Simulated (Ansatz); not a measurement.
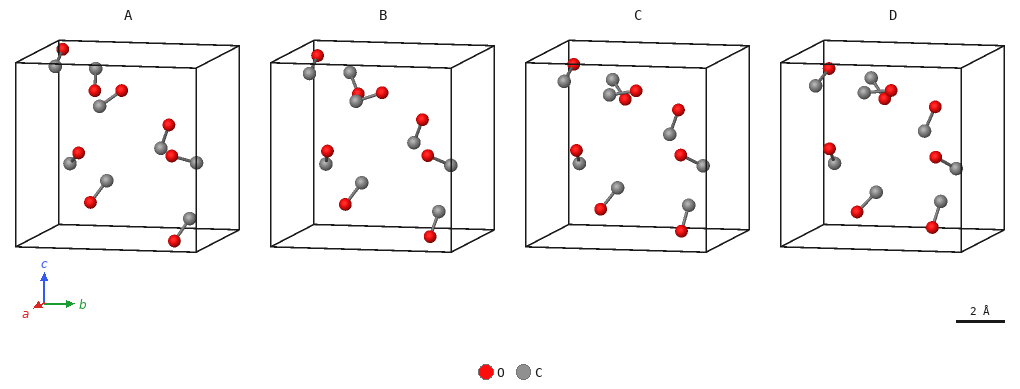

4 geometries from one relaxation of an amorphous cell of composition CO, in shuffled order. A ball-and-stick model of the cell of the calculation, seen slightly off an axis.

The cell holds 8 CO. The run prepares the start of a later molecular dynamics calculation, from a guessed geometry.

All numbers below come from DFT PBE-D3(BJ), scalar-relativistic, plane waves, PAW in Ansatz. Set-up: plane-wave cutoff 420 eV; k-point mesh 1 × 1 × 1; occupations fermi dirac; smearing width 0.05 eV; no spin polarisation; atoms relaxed in a fixed cell; force threshold 0.3 eV/Å; at most 15 steps.

**Put them in the order of the run, from the start to the converged end.**

D, C, B, A. They are steps 0, 2, 5, 12, at +71.3 meV per atom, +22.7 meV per atom, +4.4 meV per atom relative to the last. Over 9 accepted moves (12 points after the start) the energy falls by 71.3 meV per atom. Largest force component: 1.7 eV/Å at the start, 0.07 eV/Å at the end. The line search rejected the trial step at point 9 of the run. 2 steps only repeated the SCF at the same geometry. The forces were under the threshold at step 7, but the run went on from there. The atom that moves furthest is an O atom (1.16 Å roughly along [−1 −3 1]). By element the largest moves are O 1.16 Å, C 1.04 Å. The cell doesn't change. Near-neighbour distances that change, for instance: C–O 1.150 → 1.135 Å. Cost: 22 s on 1 thread of Intel(R) Xeon(R) Platinum 8488C (Sapphire Rapids) (shared host), peak memory 0.49 GiB.

Limits of the set-up: the periodic images lie only 7.7 Å apart, so the values are limited by the cell's size.
